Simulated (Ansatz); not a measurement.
# Calculations on MgTe

Part 1: Relaxation

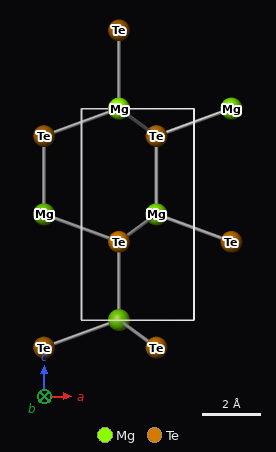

This is the input geometry for a relaxation of a crystal of MgTe (set up in P6_3mc). Style: ball-and-stick. Shown: the cell of the calculation, along the b axis.

Level of theory: Ansatz, DFT PBEsol, scalar-relativistic, plane waves, PAW.

The input:
```yaml
crystal:
  lattice:
    - [4.5400020208, 0.0, 0.0]
    - [-2.2700010104, 3.9317570832, 0.0]
    - [0.0, 0.0, 7.395]
  atoms:
    - { symbol: Mg, position: [0.3333333333, 0.6666666667, 0.0] }
    - { symbol: Mg, position: [0.6666666667, 0.3333333333, 0.5] }
    - { symbol: Te, position: [0.3333333333, 0.6666666667, 0.37] }
    - { symbol: Te, position: [0.6666666667, 0.3333333333, 0.87] }
basis:
  ecutwfc: 420
kpoints:
  mp_grid: { grid: [9, 9, 4] }
hamiltonian:
  xc: pbesol
scf:
  occupations: { method: gaussian, width: 0.02 }
output:
  forces: true
  stress: true
  eigenvalues: true
  write_density: true
  write_potential: true
  elf: true
  volumetric_format: npy
relax:
  adjacent_minimum: "off"
  f_tol: 0.005
  max_steps: 80
  cell: { stress_tol: 0.05 }
```

Command:
```bash
ansatz run input.yaml --threads 1 --pin off --max-ram 3072MiB --backend cpu --events-out ev --progress --plain --runs-dir out
```

Predict the outcome.

The energy falls by 2.9 meV per atom in 3 accepted moves (4 points after the start). Largest force component: 0.21 eV/Å at the start, 0.00011 eV/Å at the end. The pressure goes from 0.45 to 0.00 GPa. At 1 point the geometry stayed and the basis and grid were re-selected for the new cell (energy shift of less than 0.05 meV per atom at most each time). The largest moves relative to the cell, 0.025 Å, are those of Mg1, Mg2, Te3 and Te4. Mg1 goes along −c. Largest moves by element: Mg 0.025 Å, Te 0.025 Å. The volume changes by +1.1 %, with a = b 4.540 → 4.561 Å (+0.5 %), c 7.395 → 7.412 Å (+0.2 %). Some distances before and after: Mg1–Te3 2.736 → 2.793 Å, Mg1–Te4 2.792 → 2.787 Å. The space group stays P6_3mc (No. 186).

Part 2: Relaxation

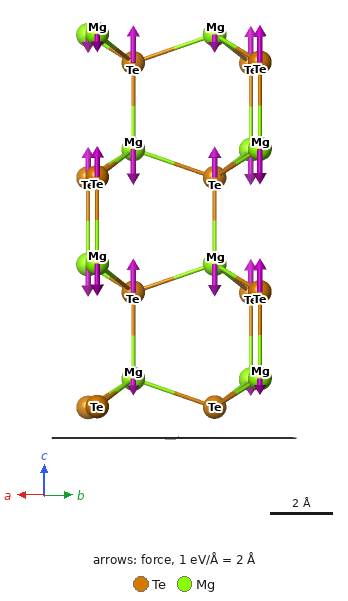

Starting geometry of a slab of composition MgTe (cut from the P6_3mc phase) with the computed forces as purple arrows. A ball-and-stick model of the cell of the calculation, outlined in the plane, without the vacuum, seen from a free direction.

Case: (0 0 1) slab, atoms relaxed. The slab is the (0 0 1) face of MgTe.

Computed with DFT PBEsol, scalar-relativistic, plane waves, PAW in Ansatz 0.2.0. (plane-wave cutoff 420 eV; k-point mesh 6 × 6 × 1; occupations gaussian; smearing width 0.05 eV; no spin polarisation; dipole correction; atoms relaxed in a fixed cell; force threshold 0.02 eV/Å; at most 60 steps)

**Is this structure relaxed? If not, where do the atoms go?**

It isn't relaxed: the largest force vector, on a Te atom, is 0.61 eV/Å. The final displacements follow the starting forces only in part (cosine between the two patterns 0.51). A Mg atom moves most relative to the layer's centre: 1.45 Å along the normal (−c). By element the largest moves are Mg 1.45 Å, Te 0.63 Å. The cell doesn't change. Among the contacts that change: Mg–Te 4.620 → 2.888 Å, Mg–Te 2.793 → 4.195 Å, Mg–Te 2.793 → 2.896 Å, Mg–Te 2.787 → 2.764 Å. New bonds form: Mg–Te (4.62 → 2.89 Å), Mg–Te (4.62 → 2.90 Å). Bonds break: Mg–Te (2.79 → 4.20 Å). Bond angles that change, for instance: Mg–Te–Mg 109.1° → 72.1°. Over 13 geometry steps the energy falls by 1.553 eV per cell of the calculation. Largest force component: 0.61 eV/Å at the start, 0.012 eV/Å at the end.

Part 3: A change

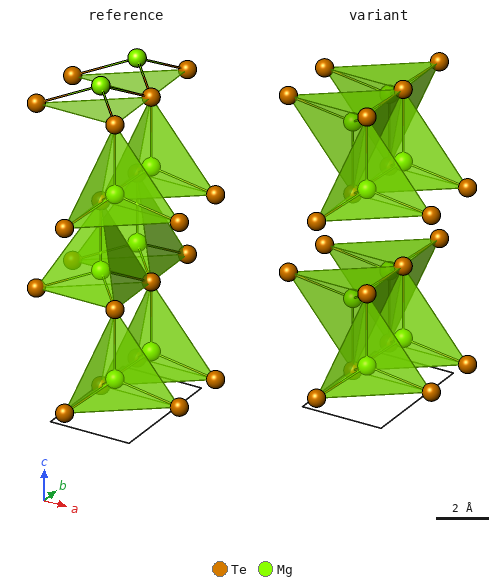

Left: a (0 0 1) slab of MgTe as cut from the relaxed bulk. Right: the same structure after one change, at the same scale. The picture is a polyhedral view of the 1 × 2 repeat of the cell, outlined in the plane, without the vacuum, seen slightly off an axis.

These are results of DFT PBEsol, scalar-relativistic, plane waves, PAW (Ansatz 0.2.0), not measurements. (plane-wave cutoff 420 eV; occupations gaussian; no spin polarisation) The k-mesh is chosen for each cell (9×9×4, 6×6×1). Smearing widths differ between the runs.

The atoms of the slab are relaxed at the bulk's in-plane cell.

Question: How do the computed properties respond?

Answer: The surface energy (mean of the two faces) falls from 0.92 to 0.23 J/m². The top spacing, between the Mg and Te planes, goes from 0.91 to -0.85 Å (−192.8 %), the bottom one (Te to Mg) from 0.91 to 0.85 Å (−7.1 %). The cell stays as it was. The atom that moves furthest relative to the layer's centre is a Mg atom (1.45 Å along the normal (−c)). Largest moves by element: Mg 1.45 Å, Te 0.63 Å. Among the bonded contacts that change: Mg–Te 4.620 → 2.888 to 2.897 Å, Mg–Te 2.788 → 2.764 to 4.195 Å. New contacts form: Mg–Te (4.62 → 2.89 Å), Mg–Te (4.62 → 2.90 Å). Contacts break: Mg–Te (2.79 → 4.20 Å).
